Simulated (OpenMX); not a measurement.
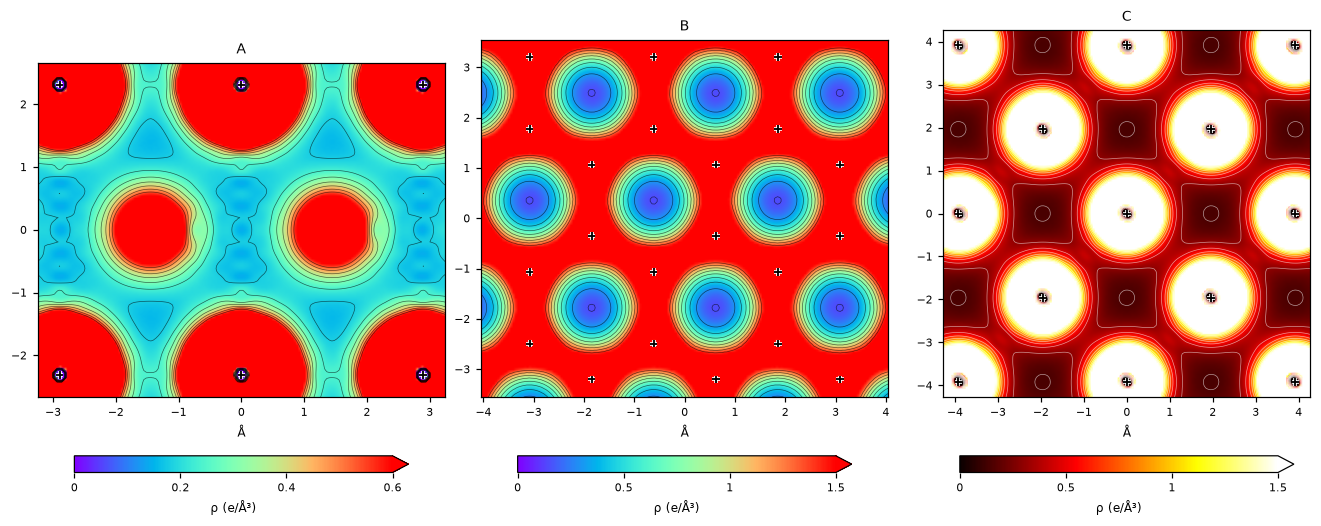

The valence charge density (pseudo) of 3 systems, each on a plane through atoms (crosses mark nuclei in the plane).

Method: Kohn-Sham DFT of a periodic cell, PBE, OpenMX 2013 PBE set in OpenMX 3.8.5.

System 1: Pt, the (010) plane of the conventional cell. Space group Fm-3m; computed pressure about 12 GPa in this cell.

System 2: Pd, the (010) plane of the conventional cell. Space group P6₃/mmc; a structure from a database of computed crystals, not necessarily the ambient phase; computed pressure about −9 GPa in this cell.

```
Pd
1.0
     2.89501    0.00000    0.00000
    -1.44751    2.50715    0.00000
     0.00000    0.00000    4.62889
Pd
2
Direct
  0.33333 0.66667 0.25000
  0.66667 0.33333 0.75000
```

System 3: C, the (001) plane of the conventional cell. Space group R-3m; a structure from a database of computed crystals, not necessarily the ambient phase; computed pressure about 2 GPa in this cell.

> Which map belongs to which system?

Panel A is system 2, Pd: the plane holds Pd. Pd–Pd (2.90 Å): the density is about 0.24 e/Å³ at the midpoint. Panel B is system 3, C: the plane holds C. C–C (1.42 Å): ρ at the midpoint is about 1.9 e/Å³. Panel C is system 1, Pt: the plane holds Pt. Pt–Pt (2.77 Å): the density is about 0.42 e/Å³ at the midpoint.
